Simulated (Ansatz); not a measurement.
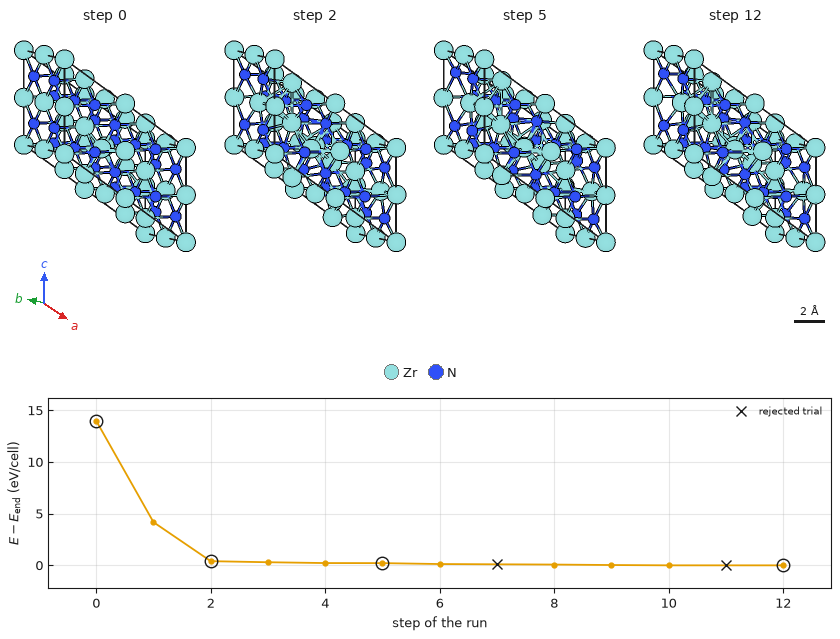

Frames of a relaxation of a defect cell of composition Zr9N8, marked on the history of the run. Style: ball-and-stick. Shown: the larger cell on standard axes (2 times the calculation's cell) (origin shifted), from a free direction.

Case: Zr interstitial, charge +0, atoms relaxed.

Computed with DFT PBE, scalar-relativistic, plane waves, PAW (Ansatz 0.2.0).

Input file:
```yaml
crystal:
  lattice:
    - [0.0, 4.5945978683, -4.5945978683]
    - [4.5945978683, 4.5945978683, 0.0]
    - [4.5945978683, 0.0, -4.5945978683]
  atoms:
    - { symbol: Zr, position: [0.25, 0.75, 0.25] }
    - { symbol: Zr, position: [0.25, 0.25, 0.25] }
    - { symbol: Zr, position: [0.75, 0.75, 0.25] }
    - { symbol: Zr, position: [0.75, 0.25, 0.25] }
    - { symbol: Zr, position: [0.25, 0.75, 0.75] }
    - { symbol: Zr, position: [0.25, 0.25, 0.75] }
    - { symbol: Zr, position: [0.75, 0.75, 0.75] }
    - { symbol: Zr, position: [0.75, 0.25, 0.75] }
    - { symbol: "N", position: [0.5, 0.5, 0.0] }
    - { symbol: "N", position: [0.5, 0.0, 0.0] }
    - { symbol: "N", position: [1.0, 0.5, 0.0] }
    - { symbol: "N", position: [1.0, 0.0, 0.0] }
    - { symbol: "N", position: [0.5, 0.5, 0.5] }
    - { symbol: "N", position: [0.5, 0.0, 0.5] }
    - { symbol: "N", position: [1.0, 0.5, 0.5] }
    - { symbol: "N", position: [1.0, 0.0, 0.5] }
    - { symbol: Zr, position: [0.8706362128, 0.3913068482, 0.8823413045] }
basis:
  ecutwfc: 420
  xc_grid: 2
kpoints:
  mp_grid: { grid: [4, 4, 4], shift: [0.0, 0.0, 0.0] }
hamiltonian:
  xc: pbe
scf:
  occupations: { method: gaussian, width: 0.1 }
output:
  forces: true
  stress: false
  eigenvalues: true
relax:
  adjacent_minimum: "off"
  f_tol: 0.02
  max_steps: 60
```

Command:
```bash
ansatz run input.yaml --threads 4 --pin off --max-ram 8192MiB --backend cpu --events-out ev --progress --plain --runs-dir out
```

**Describe the path.**

After 10 accepted moves (12 points after the start) the energy has fallen by 13.988 eV per cell of the calculation. Largest force component: 14 eV/Å at the start, 0.018 eV/Å at the end. The line search rejected the trial steps at points 7, 11 of the run. The largest move is that of Zr7, 0.58 Å along [1 −2 1]. By element the largest moves are Zr 0.58 Å, N 0.20 Å. The lattice vectors keep their values. Near-neighbour distances that change, for instance: Zr4–Zr7 3.249 → 3.987 Å, Zr4–Zr7 (another image) 3.249 → 2.532 Å, Zr7–N11 2.297 → 2.851 Å, Zr4–Zr17 1.954 → 2.414 Å. New bonds form: Zr4–Zr7 (3.25 → 2.53 Å), Zr6–Zr7 (3.25 → 2.53 Å), Zr7–Zr8 (3.25 → 2.53 Å). Bond angles that change, for instance: Zr4–N14–Zr7 90.0° → 70.5°, Zr6–N14–Zr7 90.0° → 70.5°, Zr2–N14–Zr7 180.0° → 161.1°. From step 0 to 2: Zr7 moves most (0.39 Å), energy −13.583 eV per cell of the calculation. From step 2 to 5: Zr17 moves most (0.20 Å), energy −0.189 eV per cell of the calculation. From step 5 to 12: Zr17 moves most (0.25 Å), energy −0.215 eV per cell of the calculation.

| step | E − E(0), meV/atom | largest force component, eV/Å | note |
| --- | --- | --- | --- |
| 0 | 0.00 | 14.1476 |  |
| 1 | -577.02 | 5.7090 |  |
| 2 | -799.02 | 0.4456 |  |
| 3 | -805.07 | 0.7479 |  |
| 4 | -809.76 | 1.1290 |  |
| 5 | -810.14 | 0.6891 |  |
| 6 | -815.33 | 0.5987 |  |
| 7 | -814.40 | 0.9241 | rejected |
| 8 | -818.33 | 0.3036 |  |
| 9 | -820.96 | 0.3640 |  |
| 10 | -822.72 | 0.0834 |  |
| 11 | -822.68 | 0.1749 | rejected |
| 12 | -822.81 | 0.0182 |  |

Limits of the set-up: the periodic images lie only 6.5 Å apart, so the values are limited by the cell's size.
